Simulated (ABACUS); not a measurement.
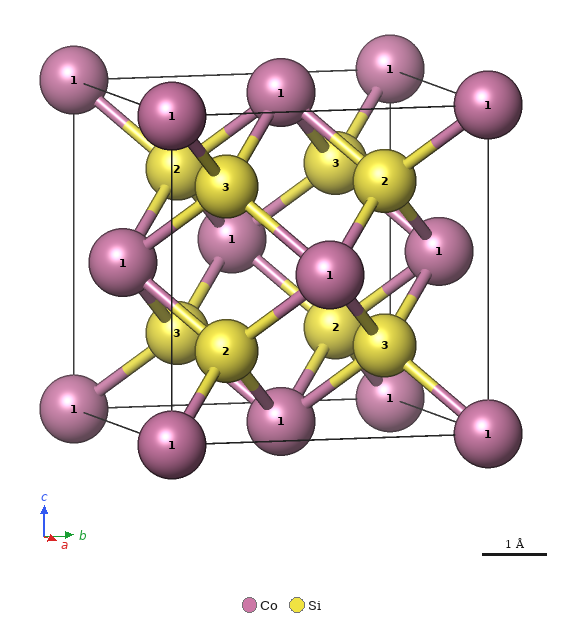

Fig. 1: The structure (ball-and-stick view of the cell 4 times as large as that of the calculation, set on its symmetry axes, seen slightly off an axis; atoms are numbered from 1 in the order of the input). Near neighbours in the crystal (not all of them lie inside the picture): Co has 8 Si at 2.27 Å; Si has 4 Co at 2.27 Å.

**Single-point calculation at one volume of an equation of state of CoSi₂ (part 1 of 2)**

The run: single-point calculation at one volume of an equation of state of CoSi₂ (3 atoms in the cell). Method and program: Kohn-Sham DFT of a periodic cell, PBE, PseudoDojo NC SR 0.4.1 PBE standard, spin-polarised (ABACUS 3.10.1).

The structure derives from an entry of the Crystallography Open Database. It belongs to a series of runs on one base structure; here: volume scaled by 0.94.

The program's output:
```
ABACUS v3.10.1

               Atomic-orbital Based Ab-initio Computation at UStc

 ------------------------------------------------------------------------------------

 READING GENERAL INFORMATION
                           global_out_dir = OUT.CoSi2/
                           global_in_card = INPUT
                               pseudo_dir = ./
                              orbital_dir =
                                    DSIZE = 4
                                    GSIZE = 1

 READING UNITCELL INFORMATION
                                    ntype = 2
                  lattice constant (Bohr) = 1.88973
              lattice constant (Angstrom) = 1

 READING ATOM TYPE 1
                               atom label = Co
                      L=0, number of zeta = 1
                      L=1, number of zeta = 1
                      L=2, number of zeta = 1
             number of atom for this type = 1
               magnetization of element 1 = 2

 READING ATOM TYPE 2
                               atom label = Si
                      L=0, number of zeta = 1
                      L=1, number of zeta = 1
                      L=2, number of zeta = 1
             number of atom for this type = 2
               magnetization of element 2 = 0

                        TOTAL ATOM NUMBER = 3
DIRECT COORDINATES
    atom                   x                   y                   z     mag                  vx                  vy                  vz
taud_Co1            0.0000000000        0.0000000000        0.0000000000  2.0000        0.0000000000        0.0000000000        0.0000000000
taud_Si1            0.7500000000        0.7500000000        0.7500000000  0.0000        0.0000000000        0.0000000000        0.0000000000
taud_Si2            0.2500000000        0.2500000000        0.2500000000  0.0000        0.0000000000        0.0000000000        0.0000000000

                          Volume (Bohr^3) = 243.661
                             Volume (A^3) = 36.1068

 Lattice vectors: (Cartesian coordinate: in unit of a_0)
                   +0            +2.62333            +2.62333
             +2.62333                  +0            +2.62333
             +2.62333            +2.62333                  +0
 Reciprocal vectors: (Cartesian coordinate: in unit of 2 pi/a_0)
            -0.190597           +0.190597           +0.190597
            +0.190597           -0.190597           +0.190597
            +0.190597           +0.190597           -0.190597
 The esolver type has been set to : ksdft_pw

                PAO radial cut off (Bohr) = 10

 Read in pseudopotential file is Co.upf
                     pseudopotential type = NC
          exchange-correlation functional = PBE
                 nonlocal core correction = 1
                        valence electrons = 17
                                     lmax = 2
                           number of zeta = 4
                     number of projectors = 6
                           L of projector = 0
                           L of projector = 0
                           L of projector = 1
                           L of projector = 1
                           L of projector = 2
                           L of projector = 2
                PAO radial cut off (Bohr) = 10

 Read in pseudopotential file is Si.upf
                     pseudopotential type = NC
          exchange-correlation functional = PBE
                 nonlocal core correction = 1
                        valence electrons = 4
                                     lmax = 2
                           number of zeta = 2
                     number of projectors = 6
                           L of projector = 0
                           L of projector = 0
                           L of projector = 1
                           L of projector = 1
                           L of projector = 2
                           L of projector = 2
     initial pseudo atomic orbital number = 18
 The readin total magnetization is 2

 SETUP THE ELECTRONS NUMBER
            electron number of element Co = 17
      total electron number of element Co = 17
            electron number of element Si = 4
      total electron number of element Si = 8
            AUTOSET number of electrons:  = 25
                           occupied bands = 13
                                   NBANDS = 18
                                   NLOCAL = 27

%%%%%%%%%%%%%%%%%%%%%%%%%%%%%%%%%%%%%%%%%%%%%%%%%%%%%%%%%%%%%%%%%%%%%%%%%%%%%%%%%%%%%%%%%%%%%%%%%%%%%%%%%%
 Warning: the number of valence electrons in pseudopotential > 9 for Co: [Ar] 3d7 4s2
 Pseudopotentials with additional electrons can yield (more) accurate outcomes, but may be less efficient.
 If you're confident that your chosen pseudopotential is appropriate, you can safely ignore this warning.
%%%%%%%%%%%%%%%%%%%%%%%%%%%%%%%%%%%%%%%%%%%%%%%%%%%%%%%%%%%%%%%%%%%%%%%%%%%%%%%%%%%%%%%%%%%%%%%%%%%%%%%%%%

 SETUP THE PLANE WAVE BASIS
 energy cutoff for charge/potential (unit:Ry) = 388
            fft grid for charge/potential = [ 45, 45, 45 ]
                        fft grid division = [ 1, 1, 1 ]
        big fft grid for charge/potential = [ 45, 45, 45 ]
                                     nbxx = 91125
                                     nrxx = 91125

 SETUP PLANE WAVES FOR CHARGE/POTENTIAL
                    number of plane waves = 31283
                         number of sticks = 1303

 PARALLEL PW FOR CHARGE/POTENTIAL
     PROC   COLUMNS(POT)             PW
        1           1303          31283
 --------------- sum -------------------
        1           1303          31283
                            number of |g| = 324
                                  max |g| = 35.0196
                                  min |g| = 0

----------- Double Check Mixing Parameters Begin ------------
mixing_type: broyden
mixing_beta: 0.4
mixing_gg0: 1
mixing_gg0_min: 0.1
mixing_beta_mag: 1.6
mixing_gg0_mag: 0
mixing_ndim: 8
----------- Double Check Mixing Parameters End ------------

 LATTICE VECTORS: (CARTESIAN COORDINATE: IN UNIT OF A0)
                   +0            +2.62333            +2.62333
             +2.62333                  +0            +2.62333
             +2.62333            +2.62333                  +0
                       right hand lattice = 1
                                   NORM_A = 3.70995
                                   NORM_B = 3.70995
                                   NORM_C = 3.70995
                           ALPHA (DEGREE) = 60
                           BETA  (DEGREE) = 60
                           GAMMA (DEGREE) = 60

 The lattice vectors have been changed (STRU_SIMPLE.cif)

(for optimal symmetric configuration:)
                             BRAVAIS TYPE = 3
                     BRAVAIS LATTICE NAME = 03. Cubic F (face-centered)
                                    ibrav = 3
                                    IBRAV = 3
                                  BRAVAIS = FACE CENTERED CUBIC
                       LATTICE CONSTANT A = 5.24666
Original cell was already a primitive cell.
                        ROTATION MATRICES = 48
              PURE POINT GROUP OPERATIONS = 48
                   SPACE GROUP OPERATIONS = 48
                              POINT GROUP = O_h
               POINT GROUP IN SPACE GROUP = O_h

 SETUP K-POINTS
                                    nspin = 2
                   Input type of k points = Monkhorst-Pack(Gamma)
                                   nkstot = 729
                       right hand lattice = 1
(for reciprocal lattice: )
                             BRAVAIS TYPE = 2
                     BRAVAIS LATTICE NAME = 02. Cubic I (body-centered)
                                    ibrav = 2
                       right hand lattice = 1
(for k-lattice: )
                             BRAVAIS TYPE = 2
                     BRAVAIS LATTICE NAME = 02. Cubic I (body-centered)
                                    ibrav = 2
                       right hand lattice = 1
                        ROTATION MATRICES = 48
                               nkstot_ibz = 35
K-POINTS REDUCTION ACCORDING TO SYMMETRY
     IBZ    DIRECT_X    DIRECT_Y    DIRECT_Z  WEIGHT  ibz2bz
       1  0.00000000  0.00000000  0.00000000  0.0014       0
       2  0.11111111  0.11111111  0.11111111  0.0110       1
       3  0.22222222  0.22222222  0.22222222  0.0110       2
       4  0.33333333  0.33333333  0.33333333  0.0110       3
       5  0.44444444  0.44444444  0.44444444  0.0110       4
       6  0.11111111  0.11111111  0.00000000  0.0082      10
       7  0.22222222  0.22222222  0.11111111  0.0329      11
       8  0.33333333  0.33333333  0.22222222  0.0329      12
       9  0.44444444  0.44444444  0.33333333  0.0329      13
      10 -0.44444444  0.44444444  0.44444444  0.0329      14
      11  0.44444444  0.33333333  0.33333333  0.0329      15
      12  0.22222222  0.22222222  0.33333333  0.0329      16
      13  0.22222222  0.11111111  0.11111111  0.0165      17
      14  0.22222222  0.22222222  0.00000000  0.0082      20
      15  0.33333333  0.11111111  0.33333333  0.0329      21
      16  0.44444444  0.44444444  0.22222222  0.0329      22
      17 -0.33333333  0.44444444  0.44444444  0.0329      23
      18 -0.44444444  0.33333333  0.33333333  0.0329      24
      19  0.44444444  0.22222222  0.22222222  0.0165      25
      20  0.33333333  0.33333333  0.00000000  0.0082      30
      21  0.44444444  0.44444444  0.11111111  0.0329      31
      22 -0.22222222  0.44444444  0.44444444  0.0329      32
      23 -0.33333333  0.33333333  0.33333333  0.0165      33
      24  0.44444444  0.44444444  0.00000000  0.0082      40
      25 -0.11111111  0.44444444  0.44444444  0.0165      41
      26  0.33333333  0.11111111  0.22222222  0.0329     102
      27  0.44444444  0.33333333  0.22222222  0.0658     103
      28 -0.44444444  0.44444444  0.33333333  0.0658     104
      29  0.44444444  0.33333333  0.11111111  0.0329     112
      30 -0.44444444  0.44444444  0.22222222  0.0658     113
[... 5 further k points ...]

                               nkstot now = 35
[... K-POINTS DIRECT COORDINATES: 35 rows ...]

           k-point number in this process = 9
       minimum distributed K point number = 8
[... stars of the k points ...]
                             nks(nspin=2) = 18
                          nkstot(nspin=2) = 70

[... K-POINTS CARTESIAN COORDINATES: 18 rows ...]

[... K-POINTS DIRECT COORDINATES: 18 rows ...]

 SETUP PLANE WAVES FOR WAVE FUNCTIONS
     energy cutoff for wavefunc (unit:Ry) = 97
              fft grid for wave functions = [ 45, 45, 45 ]
                    number of plane waves = 4573
                         number of sticks = 361

 PARALLEL PW FOR WAVE FUNCTIONS
     PROC   COLUMNS(POT)             PW
        1            361           4573
 --------------- sum -------------------
        1            361           4573

 SETUP NONLOCAL PSEUDOPOTENTIALS IN PLANE WAVE BASIS
 Co non-local projectors:
 projector 1 L=0
 projector 2 L=0
 projector 3 L=1
 projector 4 L=1
 projector 5 L=2
 projector 6 L=2
 Si non-local projectors:
 projector 1 L=0
 projector 2 L=0
 projector 3 L=1
 projector 4 L=1
 projector 5 L=2
 projector 6 L=2
      TOTAL NUMBER OF NONLOCAL PROJECTORS = 54

 Init Non-Local PseudoPotential table :
 Init Non-Local-Pseudopotential done.

                                     npwx = 3930

 Make real space PAO into reciprocal space.
       max mesh points in Pseudopotential = 1001
     dq(describe PAO in reciprocal space) = 0.01
                                    max q = 1186

 number of pseudo atomic orbitals for Co is 4
WARNING: norm of atomic wavefunction # 4 of atomic type Co is 0.999928, renormalized

 number of pseudo atomic orbitals for Si is 2
WARNING: norm of atomic wavefunction # 2 of atomic type Si is 0.999847, renormalized

 -------------------------------------------
 SELF-CONSISTENT
 -------------------------------------------
                                 init_chg = atomic

 PW ALGORITHM --------------- ION=   1  ELEC=   1--------------------------------
          total magnetism (Bohr mag/cell) = 0.278782
       absolute magnetism (Bohr mag/cell) = 0.504693
                        nelec for spin up = 12.6394
                      nelec for spin down = 12.3606

 Density error is 0.557298853845
                          Error Threshold = 0.01
----------------------------------------------------------
     Energy           Rydberg                 eV
----------------------------------------------------------
 E_KohnSham     -322.9302210367      -4393.6910624986
 E_Harris       -310.5708983074      -4225.5338499588
 E_Fermi        0.9875546458         13.4363702691
----------------------------------------------------------

 PW ALGORITHM --------------- ION=   1  ELEC=   2--------------------------------
          total magnetism (Bohr mag/cell) = -0.216891700666
       absolute magnetism (Bohr mag/cell) = 0.222704734635
                        nelec for spin up = 12.3915541497
                      nelec for spin down = 12.6084458503

 Density error is 0.904941174789
                          Error Threshold = 0.00222919541538
----------------------------------------------------------
     Energy           Rydberg                 eV
----------------------------------------------------------
 E_KohnSham     -322.9816567612      -4394.3908814324
 E_Harris       -340.5590749400      -4633.5439247931
 E_Fermi        1.0970902467         14.9266785757
----------------------------------------------------------

 PW ALGORITHM --------------- ION=   1  ELEC=   3--------------------------------
          total magnetism (Bohr mag/cell) = -0.0761886746628
       absolute magnetism (Bohr mag/cell) = 0.0831434679847
                        nelec for spin up = 12.4619056627
                      nelec for spin down = 12.5380943373

 Density error is 0.0370094532597
                          Error Threshold = 0.00222919541538
----------------------------------------------------------
     Energy           Rydberg                 eV
```
